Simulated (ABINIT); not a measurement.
# Run report: Bi, band-structure run (part 3 of 4)

Continued. System: Bi (Im-3m, 1 atom in the cell). Method: Kohn-Sham DFT of a periodic cell, PBEsol, PseudoDojo NC SR PBEsol v0.4 stringent, no spin polarisation (ABINIT 10.8.3); cutoff 1197.3 eV, 9×9×9 k-mesh, fermi-dirac of 0.05 eV. The structure derives from a Materials Project entry.

Geometry of the input (Å; fractional positions):
```
-1.9814  1.9814  1.9814
1.9814  -1.9814  1.9814
1.9814  1.9814  -1.9814
Bi 0.0000  0.0000  0.0000
```

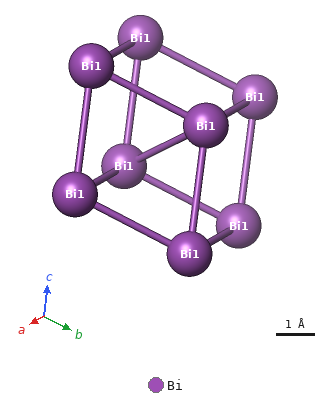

Figure 1. The structure as given in the input (ball-and-stick view of the cell of the calculation, seen slightly off an axis; atoms are numbered from 1 in the order of the input).

The program's output, continued
```
 -4.7503E-01 -4.7310E-01 -4.7273E-01 -1.0744E-01  4.0151E-01  5.0048E-01
  5.3451E-01  6.5008E-01  6.9103E-01  7.4011E-01  7.9216E-01  8.7788E-01
  8.8102E-01  8.9159E-01
 Non-SCF case, kpt   26 (  0.00000  0.00000  0.12500), residuals and eigenvalues=
  6.81E-13  7.16E-13  2.80E-13  6.24E-13  6.77E-13  2.02E-13  6.81E-13  1.00E-13
  7.53E-13  2.53E-13  8.40E-13  8.35E-13  8.82E-13  5.51E-13  6.75E-13  7.82E-13
  2.34E-13  3.72E-13  7.69E-13  4.96E-11
 -5.2777E+00 -3.0001E+00 -3.0001E+00 -3.0001E+00 -4.7762E-01 -4.7704E-01
 -4.7628E-01 -4.7288E-01 -4.7268E-01 -1.2026E-01  4.6642E-01  5.2577E-01
  5.4508E-01  6.8071E-01  7.1123E-01  7.3803E-01  7.6585E-01  8.3612E-01
  8.3736E-01  8.4978E-01
 Non-SCF case, kpt   27 (  0.00000  0.00000  0.06250), residuals and eigenvalues=
  8.10E-13  3.15E-13  2.99E-13  3.14E-13  3.00E-13  9.57E-13  7.75E-13  2.21E-13
  6.60E-13  7.79E-13  4.28E-13  4.55E-13  4.01E-13  1.05E-13  7.88E-13  9.53E-13
  4.28E-13  3.48E-13  1.18E-12  7.78E-14
 -5.2777E+00 -3.0001E+00 -3.0001E+00 -3.0001E+00 -4.7746E-01 -4.7731E-01
 -4.7711E-01 -4.7271E-01 -4.7265E-01 -1.2807E-01  5.2528E-01  5.4623E-01
  5.5207E-01  7.1370E-01  7.3050E-01  7.3339E-01  7.4309E-01  8.0750E-01
  8.1232E-01  8.1449E-01
 Non-SCF case, kpt   28 (  0.00000  0.00000  0.00000), residuals and eigenvalues=
  9.15E-13  2.73E-13  4.09E-13  3.34E-13  3.11E-13  7.22E-13  2.35E-13  1.65E-13
  6.26E-13  1.47E-13  3.45E-13  2.80E-13  9.45E-13  5.73E-13  4.99E-13  2.62E-13
  1.67E-13  4.13E-13  4.88E-10  2.00E-10
 -5.2777E+00 -3.0001E+00 -3.0001E+00 -3.0001E+00 -4.7740E-01 -4.7740E-01
 -4.7740E-01 -4.7264E-01 -4.7264E-01 -1.3069E-01  5.5447E-01  5.5447E-01
  5.5447E-01  7.0078E-01  7.4738E-01  7.4738E-01  7.4738E-01  7.9609E-01
  7.9609E-01  7.9609E-01
 Non-SCF case, kpt   29 (  0.02500  0.02500  0.02500), residuals and eigenvalues=
  4.19E-13  2.94E-13  8.18E-13  5.38E-13  4.17E-13  7.33E-13  5.50E-13  4.72E-13
  3.17E-13  5.00E-13  7.13E-13  7.79E-13  2.65E-13  8.67E-13  4.99E-13  2.34E-13
  4.93E-13  2.37E-13  2.01E-12  2.74E-13
 -5.2777E+00 -3.0001E+00 -3.0001E+00 -3.0001E+00 -4.7741E-01 -4.7741E-01
 -4.7708E-01 -4.7268E-01 -4.7268E-01 -1.2817E-01  5.2523E-01  5.4990E-01
  5.4990E-01  7.1994E-01  7.2644E-01  7.2644E-01  7.4989E-01  8.0830E-01
  8.0830E-01  8.1212E-01
 Non-SCF case, kpt   30 (  0.05000  0.05000  0.05000), residuals and eigenvalues=
  3.72E-13  7.13E-13  2.50E-13  3.51E-13  2.35E-13  4.07E-13  3.70E-13  1.61E-13
  9.40E-13  4.27E-13  9.68E-13  2.51E-13  7.32E-13  8.22E-13  6.25E-13  2.35E-13
  3.70E-13  8.98E-13  6.53E-13  4.26E-09
 -5.2777E+00 -3.0001E+00 -3.0001E+00 -3.0001E+00 -4.7742E-01 -4.7742E-01
 -4.7617E-01 -4.7277E-01 -4.7277E-01 -1.2068E-01  4.6857E-01  5.3416E-01
  5.3416E-01  7.0494E-01  7.0494E-01  7.4259E-01  7.5740E-01  8.1715E-01
  8.1715E-01  8.6384E-01
 Non-SCF case, kpt   31 (  0.07500  0.07500  0.07500), residuals and eigenvalues=
  9.08E-13  4.00E-13  2.62E-13  3.67E-13  2.88E-13  2.12E-13  1.07E-13  2.97E-13
  1.84E-13  5.44E-13  3.03E-13  5.35E-13  4.04E-13  2.42E-13  2.75E-13  5.54E-13
  4.74E-13  7.17E-13  3.62E-13  2.47E-06
 -5.2777E+00 -3.0001E+00 -3.0001E+00 -3.0001E+00 -4.7743E-01 -4.7743E-01
 -4.7489E-01 -4.7288E-01 -4.7288E-01 -1.0837E-01  4.0910E-01  5.0609E-01
  5.0609E-01  7.0152E-01  7.0152E-01  7.5678E-01  7.6989E-01  8.2571E-01
  8.2571E-01  9.3791E-01
 Non-SCF case, kpt   32 (  0.10000  0.10000  0.10000), residuals and eigenvalues=
  8.01E-13  4.97E-13  6.67E-13  3.92E-13  2.02E-13  6.86E-13  5.54E-13  7.39E-13
  8.17E-13  5.35E-13  2.10E-13  5.08E-13  5.14E-13  3.17E-13  2.50E-13  2.67E-13
  6.74E-13  8.33E-13  3.14E-13  3.69E-04
 -5.2777E+00 -3.0001E+00 -3.0001E+00 -3.0001E+00 -4.7742E-01 -4.7742E-01
 -4.7352E-01 -4.7297E-01 -4.7297E-01 -9.1666E-02  3.5395E-01  4.7019E-01
  4.7019E-01  7.1456E-01  7.1456E-01  7.7003E-01  7.8734E-01  8.3673E-01
  8.3673E-01  1.0179E+00
 Non-SCF case, kpt   33 (  0.12500  0.12500  0.12500), residuals and eigenvalues=
  7.79E-13  9.66E-13  2.18E-13  2.66E-13  2.52E-13  3.13E-13  7.68E-13  5.14E-13
  3.29E-13  2.71E-13  3.41E-13  2.12E-13  1.46E-13  6.20E-13  3.11E-13  6.49E-13
  8.33E-13  3.74E-13  6.91E-13  4.23E-05
 -5.2777E+00 -3.0001E+00 -3.0001E+00 -3.0001E+00 -4.7733E-01 -4.7733E-01
 -4.7301E-01 -4.7301E-01 -4.7236E-01 -7.1388E-02  3.0630E-01  4.3190E-01
  4.3190E-01  7.3921E-01  7.3921E-01  7.8573E-01  8.0968E-01  8.5081E-01
  8.5081E-01  1.0727E+00
 Non-SCF case, kpt   34 (  0.15000  0.15000  0.15000), residuals and eigenvalues=
  5.56E-13  3.29E-13  8.81E-13  4.93E-13  2.53E-13  1.35E-13  1.87E-13  2.95E-13
  7.34E-13  3.13E-13  3.40E-13  4.35E-13  3.88E-13  9.53E-13  2.73E-13  9.86E-13
  7.51E-13  3.47E-13  4.00E-13  4.96E-06
 -5.2777E+00 -3.0001E+00 -3.0001E+00 -3.0001E+00 -4.7713E-01 -4.7713E-01
 -4.7300E-01 -4.7300E-01 -4.7169E-01 -4.9134E-02  2.6877E-01  3.9456E-01
  3.9456E-01  7.7199E-01  7.7199E-01  8.0539E-01  8.3683E-01  8.6824E-01
  8.6824E-01  1.0520E+00
 Non-SCF case, kpt   35 (  0.17500  0.17500  0.17500), residuals and eigenvalues=
  8.55E-13  9.99E-13  2.48E-13  2.35E-13  5.34E-13  4.04E-13  1.83E-13  1.80E-13
  2.26E-13  4.90E-13  7.60E-13  3.22E-13  1.37E-13  5.47E-13  7.13E-13  2.15E-13
  3.62E-13  4.58E-13  4.49E-13  1.07E-07
 -5.2777E+00 -3.0001E+00 -3.0001E+00 -3.0001E+00 -4.7677E-01 -4.7677E-01
 -4.7297E-01 -4.7297E-01 -4.7166E-01 -2.7662E-02  2.4451E-01  3.5993E-01
  3.5993E-01  8.1034E-01  8.1034E-01  8.2988E-01  8.6866E-01  8.8918E-01
  8.8918E-01  1.0269E+00
 Non-SCF case, kpt   36 (  0.20000  0.20000  0.20000), residuals and eigenvalues=
  4.65E-13  6.31E-13  3.53E-13  5.36E-13  7.39E-13  3.33E-13  7.95E-13  1.22E-13
  2.91E-13  4.08E-13  6.13E-13  4.38E-13  1.37E-13  7.05E-13  6.77E-13  9.40E-13
  4.60E-13  2.15E-13  9.29E-13  1.51E-07
 -5.2777E+00 -3.0001E+00 -3.0001E+00 -3.0001E+00 -4.7624E-01 -4.7624E-01
 -4.7292E-01 -4.7292E-01 -4.7228E-01 -1.0798E-02  2.3732E-01  3.2900E-01
  3.2900E-01  8.5145E-01  8.5145E-01  8.5958E-01  9.0499E-01  9.1385E-01
  9.1385E-01  1.0044E+00
 Non-SCF case, kpt   37 (  0.22500  0.22500  0.22500), residuals and eigenvalues=
  7.41E-13  8.03E-13  2.72E-13  3.00E-13  2.39E-13  1.84E-13  1.40E-13  2.29E-13
  3.39E-13  6.00E-13  2.75E-13  7.40E-13  2.30E-13  9.32E-13  9.04E-13  4.75E-13
  5.19E-13  4.52E-13  4.75E-13  5.90E-09
 -5.2777E+00 -3.0001E+00 -3.0001E+00 -3.0001E+00 -4.7557E-01 -4.7557E-01
 -4.7342E-01 -4.7289E-01 -4.7289E-01 -1.4907E-03  2.4979E-01  3.0241E-01
  3.0241E-01  8.9020E-01  8.9020E-01  8.9338E-01  9.4277E-01  9.4277E-01
  9.4553E-01  9.8533E-01
 Non-SCF case, kpt   38 (  0.25000  0.25000  0.25000), residuals and eigenvalues=
  7.68E-13  3.69E-13  2.99E-13  6.62E-13  3.19E-13  1.54E-13  1.86E-13  5.48E-13
  5.74E-13  1.77E-13  2.17E-13  3.37E-13  9.31E-13  4.44E-13  7.33E-13  8.58E-13
  8.83E-13  7.50E-13  2.55E-12  8.61E-13
 -5.2777E+00 -3.0001E+00 -3.0001E+00 -3.0001E+00 -4.7484E-01 -4.7484E-01
 -4.7484E-01 -4.7289E-01 -4.7289E-01  8.9735E-04  2.8060E-01  2.8060E-01
  2.8060E-01  9.1390E-01  9.1390E-01  9.1390E-01  9.7403E-01  9.7403E-01
  9.7403E-01  9.7411E-01
 Non-SCF case, kpt   39 (  0.27500  0.17500  0.27500), residuals and eigenvalues=
  9.72E-13  2.84E-13  5.33E-13  3.11E-13  1.62E-13  5.62E-13  4.90E-13  5.53E-13
  2.51E-13  1.95E-13  2.57E-13  2.35E-13  2.92E-13  9.44E-13  7.46E-13  7.40E-13
  8.40E-13  5.68E-13  7.39E-12  1.80E-05
 -5.2777E+00 -3.0001E+00 -3.0001E+00 -3.0001E+00 -4.7621E-01 -4.7418E-01
 -4.7418E-01 -4.7287E-01 -4.7287E-01 -2.2482E-04  2.6391E-01  2.6391E-01
  3.2527E-01  8.5618E-01  8.9260E-01  8.9260E-01  9.5481E-01  9.6123E-01
  9.6123E-01  1.0040E+00
 Non-SCF case, kpt   40 (  0.30000  0.10000  0.30000), residuals and eigenvalues=
  3.80E-13  6.45E-13  9.10E-13  7.23E-13  3.74E-13  4.14E-13  1.39E-13  4.40E-13
  2.04E-13  5.35E-13  1.86E-13  2.74E-13  2.49E-13  4.87E-13  4.99E-13  5.64E-13
  3.85E-13  4.83E-13  3.21E-13  7.00E-06
 -5.2777E+00 -3.0001E+00 -3.0001E+00 -3.0001E+00 -4.7723E-01 -4.7389E-01
 -4.7389E-01 -4.7264E-01 -4.7264E-01 -1.5861E-03  2.5254E-01  2.5254E-01
  3.7872E-01  7.7768E-01  8.3703E-01  8.3703E-01  9.4468E-01  9.5790E-01
  9.5790E-01  1.0538E+00
 Non-SCF case, kpt   41 (  0.32500  0.02500  0.32500), residuals and eigenvalues=
  8.40E-13  3.38E-13  1.32E-13  5.09E-13  1.16E-13  2.41E-13  1.45E-13  5.64E-13
  4.16E-13  2.86E-13  6.87E-13  6.01E-13  3.70E-13  4.90E-13  5.09E-13  7.65E-13
  3.56E-13  2.52E-13  2.82E-12  1.28E-05
 -5.2777E+00 -3.0001E+00 -3.0001E+00 -3.0001E+00 -4.7765E-01 -4.7406E-01
 -4.7406E-01 -4.7218E-01 -4.7218E-01 -1.1536E-03  2.4658E-01  2.4658E-01
  4.3483E-01  7.0493E-01  7.7680E-01  7.7680E-01  9.3756E-01  9.5677E-01
  9.5677E-01  1.0898E+00
 Non-SCF case, kpt   42 (  0.35000 -0.05000  0.35000), residuals and eigenvalues=
  3.89E-13  5.86E-13  3.22E-13  8.44E-13  5.00E-13  2.57E-13  2.47E-13  3.87E-13
  2.11E-13  2.46E-13  7.91E-13  5.15E-13  5.84E-13  5.45E-13  2.06E-13  7.22E-13
  2.26E-13  5.59E-13  4.23E-13  4.99E-07
 -5.2777E+00 -3.0001E+00 -3.0001E+00 -3.0001E+00 -4.7737E-01 -4.7452E-01
 -4.7452E-01 -4.7169E-01 -4.7169E-01  2.1133E-03  2.4594E-01  2.4594E-01
  4.7856E-01  6.5455E-01  7.1803E-01  7.1803E-01  9.3315E-01  9.5813E-01
  9.5813E-01  1.1215E+00
 Non-SCF case, kpt   43 (  0.37500 -0.12500  0.37500), residuals and eigenvalues=
  7.53E-13  2.74E-13  4.55E-13  6.98E-13  3.93E-13  2.49E-13  2.19E-13  4.60E-13
  4.22E-13  3.17E-13  4.71E-13  3.70E-13  8.67E-13  1.92E-13  4.90E-13  7.72E-13
  5.13E-13  5.90E-13  3.45E-13  2.84E-07
 -5.2777E+00 -3.0001E+00 -3.0001E+00 -3.0001E+00 -4.7641E-01 -4.7515E-01
 -4.7515E-01 -4.7126E-01 -4.7126E-01  8.6268E-03  2.5031E-01  2.5031E-01
  4.7492E-01  6.6194E-01  6.6261E-01  6.6261E-01  9.3117E-01  9.6284E-01
  9.6284E-01  1.1445E+00
 Non-SCF case, kpt   44 (  0.40000 -0.20000  0.40000), residuals and eigenvalues=
  4.02E-13  6.75E-13  4.59E-13  2.70E-13  5.00E-13  6.58E-13  7.65E-13  2.13E-13
  1.46E-13  1.66E-13  2.74E-13  4.18E-13  4.70E-13  3.30E-13  5.40E-13  5.52E-13
  6.32E-13  9.34E-13  1.63E-12  4.65E-07
 -5.2777E+00 -3.0001E+00 -3.0001E+00 -3.0001E+00 -4.7588E-01 -4.7588E-01
 -4.7495E-01 -4.7092E-01 -4.7092E-01  1.8312E-02  2.5908E-01  2.5908E-01
  4.3152E-01  6.1180E-01  6.1180E-01  7.1966E-01  9.3138E-01  9.7086E-01
  9.7086E-01  1.1561E+00
 Non-SCF case, kpt   45 (  0.42500 -0.27500  0.42500), residuals and eigenvalues=
  7.61E-13  9.44E-13  8.03E-13  3.32E-13  6.81E-13  4.78E-13  6.53E-13  3.05E-13
  8.16E-13  5.26E-13  3.80E-13  2.91E-13  2.90E-13  1.89E-13  2.75E-13  8.19E-13
  8.22E-13  4.57E-13  6.83E-13  1.11E-06
 -5.2777E+00 -3.0001E+00 -3.0001E+00 -3.0001E+00 -4.7661E-01 -4.7661E-01
 -4.7329E-01 -4.7065E-01 -4.7065E-01  3.0494E-02  2.7112E-01  2.7112E-01
  3.8230E-01  5.6698E-01  5.6698E-01  7.9350E-01  9.3384E-01  9.8133E-01
  9.8133E-01  1.1576E+00
 Non-SCF case, kpt   46 (  0.45000 -0.35000  0.45000), residuals and eigenvalues=
  5.01E-13  2.58E-13  4.12E-13  2.38E-13  2.99E-13  2.90E-13  7.67E-13  2.59E-13
  2.25E-13  7.37E-13  4.50E-13  1.75E-13  8.83E-13  6.92E-13  8.55E-13  7.61E-13
  3.92E-13  3.76E-13  3.08E-12  3.83E-06
 -5.2777E+00 -3.0001E+00 -3.0001E+00 -3.0001E+00 -4.7723E-01 -4.7723E-01
 -4.7176E-01 -4.7046E-01 -4.7046E-01  4.3521E-02  2.8443E-01  2.8443E-01
  3.3991E-01  5.3026E-01  5.3026E-01  8.6726E-01  9.4142E-01  9.9252E-01
  9.9252E-01  1.1531E+00
 Non-SCF case, kpt   47 (  0.47500 -0.42500  0.47500), residuals and eigenvalues=
  4.29E-13  3.98E-13  2.57E-13  6.24E-13  2.92E-13  1.48E-13  5.18E-13  2.94E-13
  5.76E-13  1.63E-13  3.37E-13  8.79E-13  7.28E-13  2.61E-13  5.85E-13  3.03E-13
  4.68E-13  4.15E-13  3.01E-12  7.60E-06
 -5.2777E+00 -3.0001E+00 -3.0001E+00 -3.0001E+00 -4.7765E-01 -4.7765E-01
 -4.7069E-01 -4.7035E-01 -4.7035E-01  5.4274E-02  2.9561E-01  2.9561E-01
  3.1073E-01  5.0504E-01  5.0504E-01  9.1183E-01  9.7284E-01  1.0016E+00
  1.0016E+00  1.1471E+00
 Non-SCF case, kpt   48 (  0.50000 -0.50000  0.50000), residuals and eigenvalues=
  6.31E-13  7.49E-13  5.20E-13  7.15E-13  3.33E-13  5.70E-13  7.60E-13  3.17E-13
  4.67E-13  3.69E-13  5.76E-13  2.03E-13  2.08E-13  2.23E-13  2.88E-13  5.56E-13
  3.09E-13  8.74E-13  3.49E-13  5.06E-09
 -5.2777E+00 -3.0001E+00 -3.0001E+00 -3.0001E+00 -4.7779E-01 -4.7779E-01
 -4.7031E-01 -4.7031E-01 -4.7031E-01  5.8595E-02  3.0015E-01  3.0015E-01
  3.0015E-01  4.9582E-01  4.9582E-01  9.1937E-01  1.0052E+00  1.0052E+00
  1.0052E+00  1.1444E+00

--- !ResultsGS
iteration_state: {dtset: 2, }
comment   : Summary of ground state results
lattice_vectors:
- [ -3.7443610,   3.7443610,   3.7443610, ]
- [  3.7443610,  -3.7443610,   3.7443610, ]
- [  3.7443610,   3.7443610,  -3.7443610, ]
lattice_lengths: [   6.48542,    6.48542,    6.48542, ]
lattice_angles: [109.471, 109.471, 109.471, ] # degrees, (23, 13, 12)
lattice_volume:   2.0998736E+02
convergence: {deltae:  0.000E+00, res2:  0.000E+00, residm:  9.987E-13, diffor:  0.000E+00, }
etotal    :  -2.32042164E+02
entropy   :   0.00000000E+00
fermie    :   3.66987973E-01
cartesian_stress_tensor: null
pressure_GPa: null
xred      :
- [  0.0000E+00,   0.0000E+00,   0.0000E+00, Bi]
cartesian_forces: null
force_length_stats: {min: null, max: null, mean: null, }
...

 Integrated electronic density in atomic spheres:
 ------------------------------------------------
 Atom  Sphere_radius  Integrated_density
    1        2.00000         18.66513578
================================================================================
```
